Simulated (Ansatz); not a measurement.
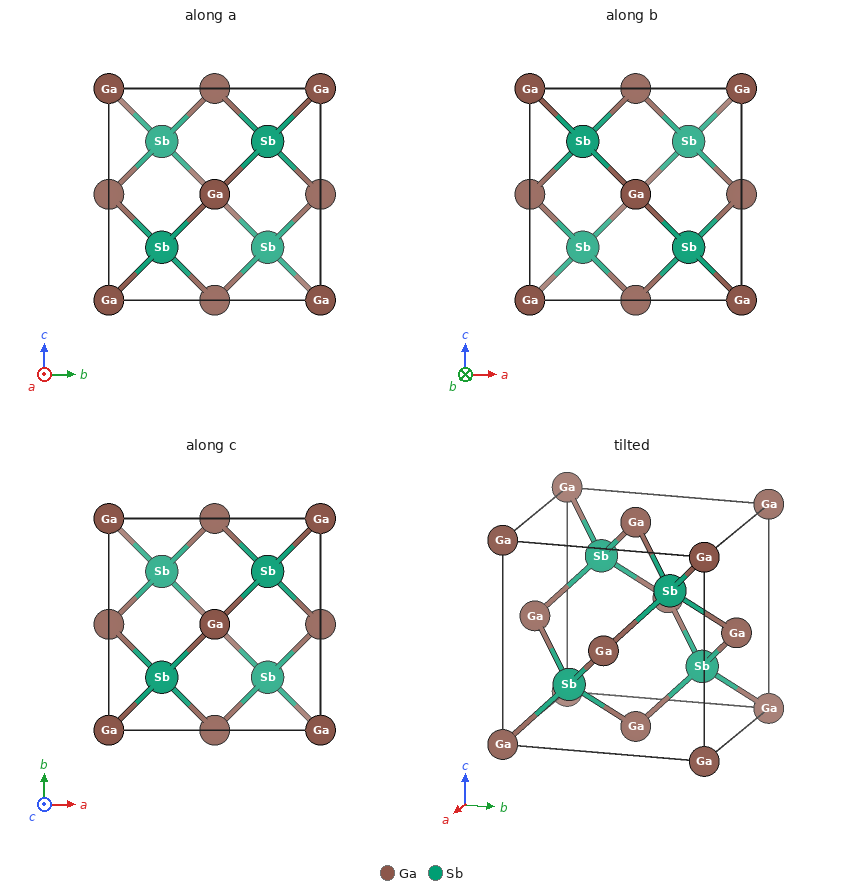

This ball-and-stick model is shown along the a axis, along the b axis, along the c axis and slightly off an axis. The box is the conventional unit cell; atoms on or close to its faces, edges and corners are drawn wherever they repeat.

Lattice parameters: a = 6.278 Å, b = 6.278 Å, c = 6.278 Å, α = 90.00°, β = 90.00°, γ = 90.00°.

Question: From the views, write a table of Wyckoff sites.

Answer: Space group F-43m (No. 216).
```
atom  site       x       y       z
  Ga    4a  0.0000  0.0000  0.0000
  Sb    4d  0.2500  0.2500  0.7500
```

The structure was taken from a structure type filled with these elements by a generator (whether the compound takes this form wasn't checked). The cell was then strained or its atoms displaced on purpose. A calculation with Ansatz used it as input.
